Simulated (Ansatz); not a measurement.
Al₄₈O₇₁: several calculations on one system

## 1. Relaxation

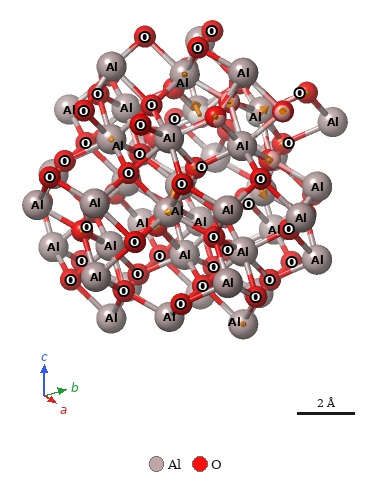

A relaxation of a defect cell of composition Al48O71 (cell charge +2). The starting structure is drawn faded, the final one solid; orange arrows show the displacements, 3 times their true length.

A ball-and-stick model of the atoms within 5.8 Å of the atom that moves most (axes of the cell of the calculation (origin shifted)), seen slightly off an axis.

These are results of DFT, PBEsol, PAW, plane waves in Ansatz, not measurements. (plane-wave cutoff 420 eV; k-point mesh 1 × 1 × 1; mesh shifted by (0.25, 0.25, 0.25); no spin polarisation; atoms relaxed in a fixed cell; force threshold 0.03 eV/Å; at most 80 steps)

Atoms of which element are displaced furthest, and by how much?

Answer. Aluminium: up to 0.32 Å, against 0.16 Å for oxygen.

What happened in the run?

Answer. The largest move is that of an Al atom, 0.32 Å roughly along [0 −2 −1]. By element the largest moves are Al 0.32 Å, O 0.16 Å. The lattice vectors keep their values. Some distances before and after: Al–O 2.004 → 1.794 Å, Al–O 1.914 → 2.089 Å, Al–O 1.911 → 1.794 Å, Al–O 1.859 → 1.968 Å. Among the angles between lasting bonds that change: Al–O–Al 91.7° → 110.8°, O–Al–O 167.1° → 151.6°, O–Al–O 164.0° → 149.7°. Over 4 geometry steps the energy falls by 4.822 eV per cell of the calculation. Largest force component: 3.6 eV/Å at the start, 0.012 eV/Å at the end. Cost: 4.8 s on 1 × NVIDIA GB200 with 8 threads of Arm Neoverse-V2, peak memory 1.9 GiB.

Limits of the set-up: the cell is charged, on a uniform background, and energies carry no finite-size correction.

## 2. Relaxation

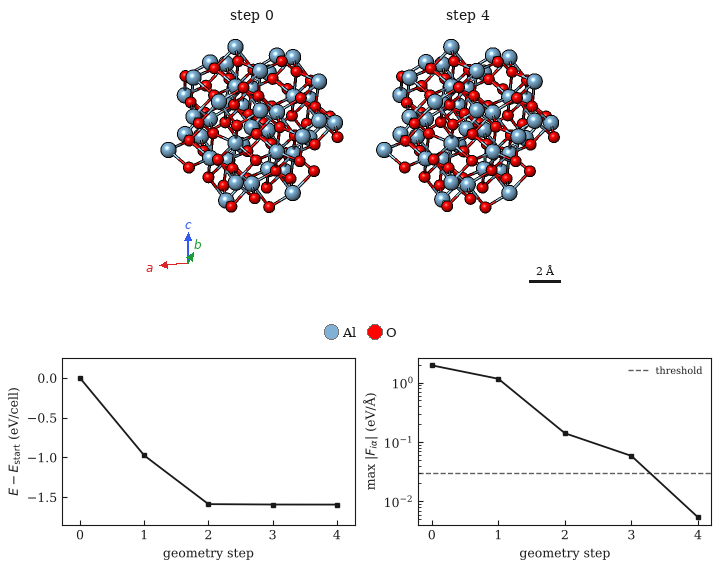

First and last geometry of a relaxation of a defect cell of composition Al$_{48}$O$_{71}$, with the history of the run. Style: ball-and-stick. Shown: the atoms within 5.8 Å of the atom that moves most (axes of the cell of the calculation), from a free direction.

Computed with Ansatz 0.2.0, DFT, PBEsol, PAW, plane waves. (plane-wave cutoff 420 eV; k-point mesh 1 × 1 × 1; mesh shifted by (0.25, 0.25, 0.25); no spin polarisation; atoms relaxed in a fixed cell; force threshold 0.03 eV/Å; at most 80 steps)

Did the run converge, and what did it change?

It converged. After 4 geometry steps the energy has fallen by 1.593 eV per cell of the calculation. The largest force component goes from 2 to 0.0054 eV/Å. The largest move is that of an Al atom, 0.12 Å along [3 0 −2]. Largest moves by element: Al 0.12 Å, O 0.07 Å. The cell doesn't change. Near-neighbour distances that change, for instance: Al–O 1.911 → 2.064 Å, Al–O 1.902 → 1.985 Å, Al–O 2.053 → 1.972 Å, Al–O 1.788 → 1.861 Å. Among the angles between lasting bonds that change: O–Al–O 166.1° → 159.4°, O–Al–O 106.2° → 101.2°, O–Al–O 165.0° → 160.6°. Cost: 5.5 s on 1 × NVIDIA GB200 with 8 threads of Arm Neoverse-V2, peak memory 1.9 GiB.

```csv
step,"E − E(0), meV/atom","largest force component, eV/Å"
0,0.00,1.9520
1,-8.19,1.1593
2,-13.34,0.1404
3,-13.38,0.0583
4,-13.39,0.0054
```

## 3. Defect

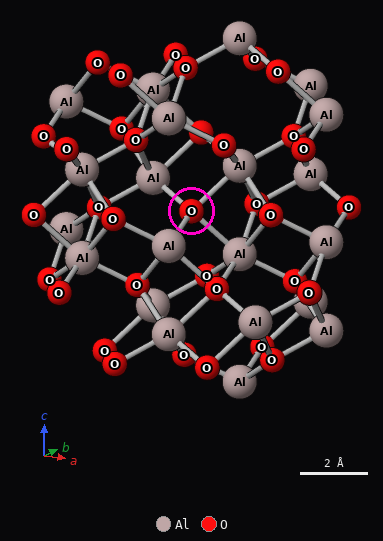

Perfect Al$_{2}$O$_{3}$. Style: ball-and-stick. Shown: the atoms within 5.4 Å of one point, in a slice 5.0 Å thick across the line of sight, slightly off an axis.

Method: DFT, PBEsol, PAW, plane waves in Ansatz. Settings: plane-wave cutoff 420 eV; k-point mesh 1 × 1 × 1; mesh shifted by (0.25, 0.25, 0.25); no spin polarisation. Fermi-Dirac smearing of 0.01 eV. A uniform background neutralises the charged cell. The axes drawn are those of the host's conventional cell.

An oxygen atom is taken out (a vacancy) at the ringed place, in charge state +2. The supercell has 120 sites, and the atoms are relaxed at the host's cell.

Q: How do the neighbours respond?

A: Around the empty O site the host had 4 Al at 1.86 to 1.98 Å; after relaxation the nearest atoms are 4 Al at 2.15 to 2.16 Å, 4 O at 2.42 to 2.56 Å. Of the host's atoms, an aluminium atom moves furthest from its site, by 0.30 Å.

The relaxed defect, seen from the same direction:

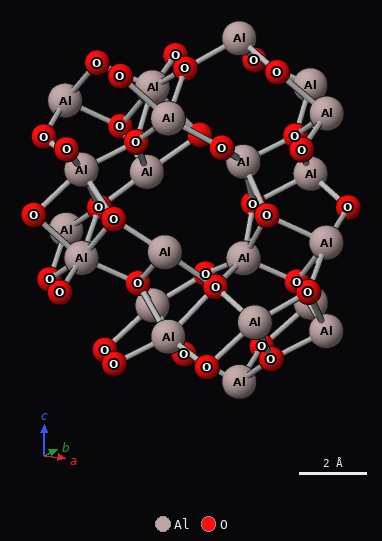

Limits of the set-up: the cell is charged, on a uniform background, and energies carry no finite-size correction.
